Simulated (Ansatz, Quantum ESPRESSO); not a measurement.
# Si(111), F on both faces, 5 bilayers against a metal electrode: the far face's level over the Fermi level at a withheld member of a series

Method. Quantum ESPRESSO 7.5, PBE, GBRV ultrasoft. The slab is relaxed neutral, then held. ESM with bc3: vacuum below and a metal electrode about 6 Å above the top atoms. Fermi-Dirac smearing of 0.004 Ry and a dense mesh. Charges are set per cell from the starting area. The slabs take the lattice constants of the bulk relaxed by the same program. The series steps the charge of the slab (positive: electrons removed).

| charge of the slab | far face's level over the Fermi level (eV) |
| --- | --- |
| 1 ×10¹³ e/cm² | 6.6072 |
| 2 ×10¹³ e/cm² | 6.6362 |
| 3 ×10¹³ e/cm² | 6.6521 |
| 4.5 ×10¹³ e/cm² | 6.6692 |
| 6 ×10¹³ e/cm² | 6.6828 |
| 8 ×10¹³ e/cm² | 6.6964 |

One more run was made and is withheld. What is the far face's level over the Fermi level at 7 ×10¹³ e/cm²?

**Fit.** The rows at 6 ×10¹³ e/cm² and 8 ×10¹³ e/cm² give a slope of (6.6964 − (6.6828))/(8 − (6)) = 0.0068, so a straight line gives 6.6896 eV. A parabola through these and the row at 4.5 ×10¹³ e/cm² gives 6.6902 eV.

**The withheld run.** 6.6932 eV. The line misses by −0.0036 and the parabola by −0.0030 eV.

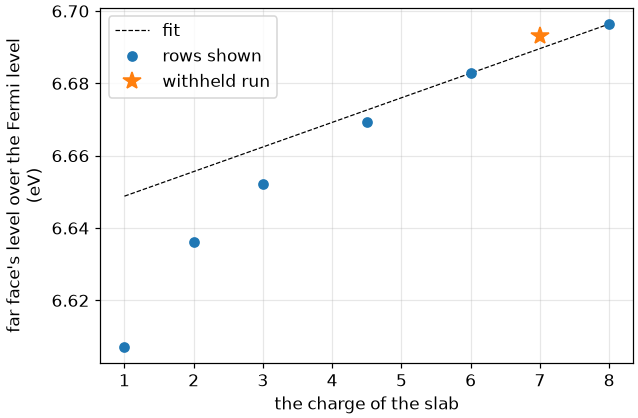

The rows shown, the fit and the withheld run.

Caveats: Vacuum fills the gap; ions don't answer the charge; added electrons can spill towards the electrode at the most negative charges. Members without a usable value, or on the other side of zero field or charge, are not listed.
